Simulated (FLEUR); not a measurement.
# Energy of Ho along an even scaling of the cell

System: Ho (Fm-3m, 1 atom in the cell).
Method: Kohn-Sham DFT of a periodic cell, PBE, all-electron, spin-polarised (FLEUR MaX-R8.1 (later development tree)).

The 7 runs differ only in the geometry, by an even scaling of the cell at fixed fractional positions. The structure derives from a Materials Project entry.

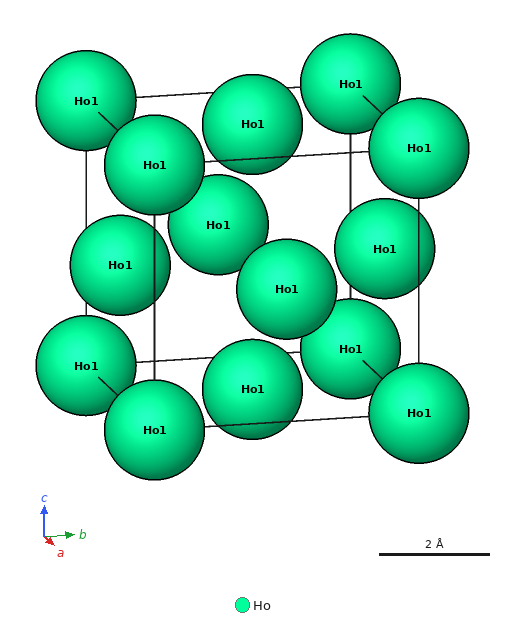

Figure 1. The structure of run 4 (spheres-only view of the cell 4 times as large as that of the calculation, set on its symmetry axes, seen slightly off an axis; atoms are numbered from 1 in the order of the input).

**Input of run 4**
```
<?xml version="1.0" encoding="UTF-8" standalone="no"?>
<fleurInput fleurInputVersion="0.39">
   <comment>
      Ho                                                                                                  
   </comment>
   <calculationSetup>
      <cutoffs Kmax="4.1" Gmax="12.7" GmaxXC="12.7" numbands="0"/>
      <scfLoop itmax="60" minDistance="0.00001" maxIterBroyd="15" imix="Anderson" alpha="0.05" precondParam="0.0" spinf="2.0" sdNocoIR="T"/>
      <coreElectrons ctail="T" frcor="F" kcrel="0" coretail_lmax="0"/>
      <xcFunctional name="pbe" relativisticCorrections="F"/>
      <magnetism jspins="2"/>
      <soc l_soc="F" theta="0.0" phi="0.0" spav="F"/>
      <expertModes spex="0" secvar="F"/>
      <geometryOptimization l_f="T" forcealpha="1.0" forcemix="BFGS" epsdisp="0.0005" epsforce="0.0002"/>
      <ldaU l_linMix="F" mixParam="0.05" spinf="1.0"/>
   </calculationSetup>
   <cell>
      <bzIntegration valenceElectrons="21.0" mode="hist" fermiSmearingEnergy="0.00183747">
         <kPointListSelection listName="default-1"/>
         <!-- k-points included here -->
         <xi:include xmlns:xi="http://www.w3.org/2001/XInclude" href="kpts.xml"> </xi:include>
      </bzIntegration>
      <!-- symmetry operations included here -->
      <xi:include xmlns:xi="http://www.w3.org/2001/XInclude" href="sym.xml"> </xi:include>
      <bulkLattice scale="1.0">
         <bravaisMatrix>
            <row-1>    0.0000000000000000     4.7134405899863845     4.7134405899863845</row-1>
            <row-2>    4.7134405899863845     0.0000000000000000     4.7134405899863845</row-2>
            <row-3>    4.7134405899863845     4.7134405899863845     0.0000000000000000</row-3>
         </bravaisMatrix>
      </bulkLattice>
   </cell>
   <atomSpecies>
      <species name="Holmium (H4.000" element="Ho" atomicNumber="67">
         <mtSphere radius="2.66" gridPoints="879" logIncrement="0.015"/>
         <atomicCutoffs lmax="11" lnonsphr="8"/>
         <electronConfig flipSpins="F">
            <coreConfig>(1s1/2) (2s1/2) (2p1/2) (2p3/2) (3s1/2) (3p1/2) (3p3/2) (4s1/2) (3d3/2) (3d5/2) (4p1/2) (4p3/2) (4d3/2) (4d5/2)</coreConfig>
            <valenceConfig>(5s1/2) (5p1/2) (5p3/2) (6s1/2) (4f5/2) (4f7/2)</valenceConfig>
            <stateOccupation state="(4f5/2)" spinUp="3.0" spinDown="1.7142857142857"/>
            <stateOccupation state="(4f7/2)" spinUp="4.0" spinDown="2.2857142857143"/>
         </electronConfig>
         <energyParameters s="6" p="5" d="5" f="4"/>
         <lo type="SCLO" l="0" n="5" eDeriv="0"/>
         <lo type="HELO" l="1" n="6" eDeriv="0"/>
         <lo type="HELO" l="1" n="6" eDeriv="1"/>
         <lo type="SCLO" l="2" n="5" eDeriv="2"/>
         <lo type="SCLO" l="3" n="4" eDeriv="2"/>
      </species>
   </atomSpecies>
   <atomGroups>
      <atomGroup species="Holmium (H4.000">
         <relPos label="                   1">.0000000000 .0000000000 .0000000000</relPos>
         <force calculate="T" relaxXYZ="TTT"/>
      </atomGroup>
   </atomGroups>
   <output dos="F" band="F" slice="F">
      <checks vchk="F" cdinf="F"/>
      <bandDOS minEnergy="-.5*Htr" maxEnergy="0.5*Htr" sigma="0.015" storeEVData="T"/>
      <vacuumDOS vacdos="F" integ="F" star="F" nstars="0" locx1="0.0" locy1="0.0" locx2="0.0" locy2="0.0" nstm="0" tworkf="0.0"/>
      <unfoldingBand unfoldBand="F" supercellX="1" supercellY="1" supercellZ="1"/>
      <plotting iplot="0" polar="F">
         <plot TwoD="T" vec1="  1.0  0.0  0.0" vec2="  0.0  1.0  0.0" vec3="  0.0  0.0  1.0" zero="  0.0  0.0  0.0" file="plot"/>
      </plotting>
      <chargeDensitySlicing numkpt="0" minEigenval="0.0" maxEigenval="0.0" nnne="0" pallst="F"/>
      <specialOutput eonly="F"/>
      <moessbauerParams electricFieldGradient="T" isomerShift="T" coreHyperfine="T" valenceHyperfine="T"/>
      <magneticCircularDichroism mcd="F" energyLo="-10.0" energyUp="0.0"/>
   </output>
  <!-- We include the file relax.xml here to enable relaxations (see documentation) -->
  <xi:include xmlns:xi="http://www.w3.org/2001/XInclude" href="relax.xml"> <xi:fallback/> </xi:include>
</fleurInput>
```

Command:
```bash
inpgen -f crystal.txt -profile fastHighL; fleur_MPI
```

Run 5 has the same physical settings and fractional positions; its lattice vectors (Å) are:
```
   0.000000    2.510764    2.510764
   2.510764    0.000000    2.510764
   2.510764    2.510764    0.000000
```

**Results, with one run withheld**

| run | volume per atom (Å³) | free energy per atom, from the lowest run given (meV) |
| --- | --- | --- |
| 1 | 29.173 | 23.43 |
| 2 | 29.793 | 14.34 |
| 3 | 30.414 | 7.60 |
| 4 | 31.035 | 3.03 |
| 5 | 31.655 | ? |
| 6 | 32.276 | 0.00 |
| 7 | 32.897 | 1.08 |

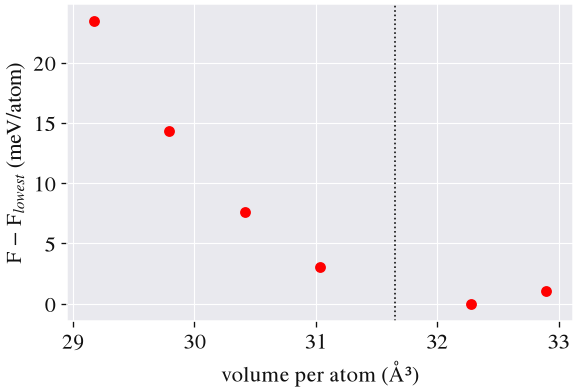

Figure 2. Free energy per atom of the runs given; the dotted line marks run 5.

What should run 5 give?

A cubic polynomial in V^(−2/3) (the Birch–Murnaghan form), fitted to the 6 runs given, misses them by at most 0.04 meV per atom. With x = V^(−2/3) − 0.10159 Å⁻², it reads F = 3.9759 + 2922.9 x + 5.2403e+05 x² − 2.2603e+06 x³ (meV per atom). At run 5 it gives 0.58 meV per atom, and the run itself gives 0.60. The fit has its minimum at 32.176 Å³ per atom, where V d²F/dV² gives 23.5 GPa: the bulk modulus at this level, since symmetry fixes the shape and the positions.

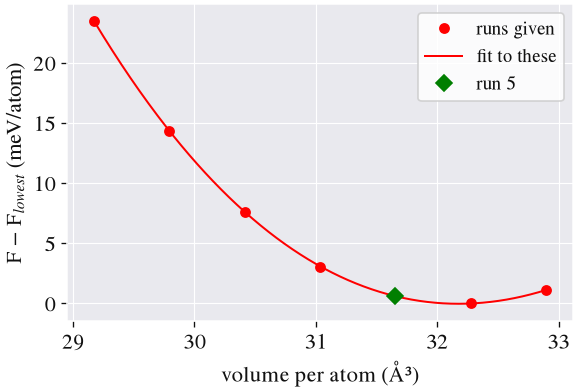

Figure 3. The fit and the withheld run.

**Output (run 5)**
```
Welcome to FLEUR        (www.flapw.de)
      MaX-Release 8.1          (www.max-centre.eu)

 ========== k-point set info ==========
 Selected k-point list: default-1
 k-point list type: mesh
 9 x 9 x 9
 Number of k points: 35

 ------------Calculation Setup---------------------------
 Number of MPI-tasks      :            1
 Number of PE/node        :            1
 Number of OMP-threads    :            1
 Most efficient MPI parallelization for:
           1           5           7          35
 Additional eigenvalue parallelization possible
 Number of basis functions:          300
 Approximate size of matrices (H+S) per k-point:         0.001 GB
 --------------------------------------------------------

 Iteration:     1   Distance:     113.08656321 me/bohr^3

 Iteration:     2   Distance:      14.57143534 me/bohr^3

 Iteration:     3   Distance:      14.31832631 me/bohr^3

 Iteration:     4   Distance:       6.29340315 me/bohr^3

 Iteration:     5   Distance:       6.64767121 me/bohr^3

 Iteration:     6   Distance:      10.68393925 me/bohr^3

 Iteration:     7   Distance:      11.81639539 me/bohr^3

 Iteration:     8   Distance:       3.19419380 me/bohr^3

 Iteration:     9   Distance:       2.72409161 me/bohr^3

 Iteration:    10   Distance:       2.54058227 me/bohr^3

 Iteration:    11   Distance:       0.19273339 me/bohr^3

 Iteration:    12   Distance:       0.48715123 me/bohr^3

 Iteration:    13   Distance:       0.14057205 me/bohr^3

 Iteration:    14   Distance:       0.10701980 me/bohr^3

 Iteration:    15   Distance:       0.08244142 me/bohr^3

 Iteration:    16   Distance:       0.06505163 me/bohr^3

 Iteration:    17   Distance:       0.07081919 me/bohr^3

 Iteration:    18   Distance:       0.04257844 me/bohr^3

 Iteration:    19   Distance:       0.00692475 me/bohr^3

 Iteration:    20   Distance:       0.01223921 me/bohr^3

 Iteration:    21   Distance:       0.00261681 me/bohr^3

 Iteration:    22   Distance:       0.00290482 me/bohr^3

 Iteration:    23   Distance:       0.00289696 me/bohr^3

 Iteration:    24   Distance:       0.00155256 me/bohr^3

 Iteration:    25   Distance:       0.00016638 me/bohr^3

 Iteration:    26   Distance:       0.00024497 me/bohr^3

 Iteration:    27   Distance:       0.00003334 me/bohr^3

 Iteration:    28   Distance:       0.00001207 me/bohr^3

 Iteration:    29   Distance:       0.00000550 me/bohr^3

 ********************************************************************
 Run finished successfully
 Stop message:
   all done
 ********************************************************************
```
